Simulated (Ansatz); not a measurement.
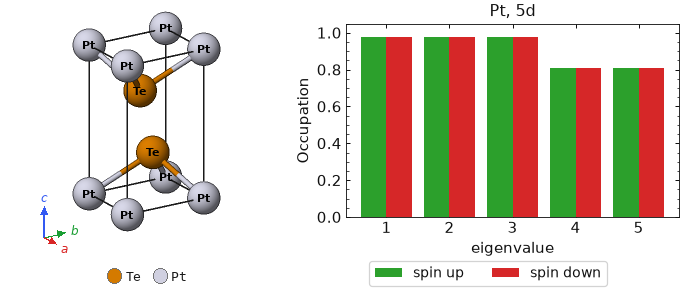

Eigenvalues of the local occupation matrix of the d shell (Löwdin-orthogonalised atomic projectors). The structure is drawn too.

System: Te2Pt, space group P-3m1, 3 atoms in the cell, Te2Pt type.

```cif
data_structure
_symmetry_space_group_name_H-M 'P-3m1'
_symmetry_Int_Tables_number 164
_cell_length_a 4.0180
_cell_length_b 4.0180
_cell_length_c 5.2120
_cell_angle_alpha 90.000
_cell_angle_beta 90.000
_cell_angle_gamma 120.000
_cell_volume 72.87
loop_
_atom_site_label
_atom_site_type_symbol
_atom_site_symmetry_multiplicity
_atom_site_Wyckoff_symbol
_atom_site_fract_x
_atom_site_fract_y
_atom_site_fract_z
_atom_site_occupancy
Te1 Te 2 d 0.33333 0.66667 0.25000 1
Pt1 Pt 1 a 0.00000 0.00000 0.00000 1
```

Method: DFT PBE+U, scalar-relativistic, plane waves, PAW, Ueff = 5 eV on Pt d, spin-polarised, 6×6×4 k mesh, 420 eV cutoff, Gaussian smearing of 0.05 eV (Ansatz 0.2.0).

### What configuration do these occupations show?

Counting eigenvalues over 0.6 as filled, Pt has 10 filled d states (d¹⁰), 5 up and 5 down; the eigenvalues sum to 9.1.

Start of the run: from atoms, default search. Such runs often end in metastable states, so this need not be the lowest one. The atoms aren't at rest in this cell (largest force 1.0 eV/Å), so the relaxed material can differ. Some starting moments didn't survive the run. The cell is at 8 GPa in this functional. Spin-orbit coupling is left out, which matters for Pt.
